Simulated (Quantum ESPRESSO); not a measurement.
**HfO2, fluorite: band edges under a change of volume**

How fast do the gaps move when the cell is scaled evenly? The symmetry of the cell is held, so distortions that would lower it, which this phase may prefer, aren't tested.

Calculated with Quantum ESPRESSO 7.5, PBEsol, GBRV 1.5 ultrasoft potentials, cutoff 680 eV, Fermi–Dirac smearing 0.02 eV, k-mesh 10×10×10, no spin polarisation, no spin-orbit coupling.

Reference cell, relaxed at zero pressure with PBEsol (Fm-3m): a = 3.5562 Å, b = 3.5562 Å, c = 3.5562 Å, α = 60.00°, β = 60.00°, γ = 60.00°.

```csv
atom,x,y,z
Hf,0.0000,0.0000,0.0000
O,0.2500,0.2500,0.2500
O,0.7500,0.7500,0.7500
```

Levels are read on the k-mesh and along lines from Γ to X = (0.5, 0, 0.5), L = (0.5, 0.5, 0.5), K = (0.375, 0.375, 0.75) and W = (0.5, 0.25, 0.75) in the reciprocal basis of this cell (the letters only name these points), and count from the highest filled level.

```csv
ln(V/V0),gap (eV),direct gap at Γ (eV),lowest empty at X (eV)
−0.0619,3.930,4.680,3.930
−0.0408,3.877,4.626,3.877
0.0000,3.773,4.517,3.773
0.0198,3.723,4.462,3.723
0.0392,3.672,4.408,3.672
0.0583,3.623,4.353,3.623
```

**Question.** Fit the lowest empty level at X and give it at ln(V/V0) = −0.0202, a row left out above.

A straight line through the 6 rows: the means are 0.002433 for ln(V/V0) and 3.7663 for the level, Σ(Δx)² = 0.01079 and ΣΔxΔy = −0.02756, so the slope is −0.02756/0.01079 = −2.5545 and the intercept 3.7663 − (−2.5545)(0.002433) = 3.7725.

The slope is the volume deformation potential of this gap, −2.55 eV, as a mean over the range. The line gives 3.824 eV. The run itself gives 3.825 eV, so the estimate misses by 0.001 eV, a rounding's worth.

The gap lies below the direct one at Γ in every row. Semilocal functionals give gaps that are too small, and the error differs from valley to valley, so the order of close valleys can be wrong too.

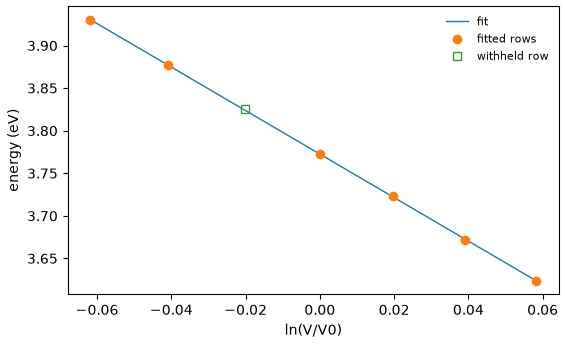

The fitted law, the rows behind it and the withheld row.

[Logs are printed without paths, hosts, clocks, repeated set-up lines and the standing remarks that a program may print on its own settings, such as how far it seeks lower states.]
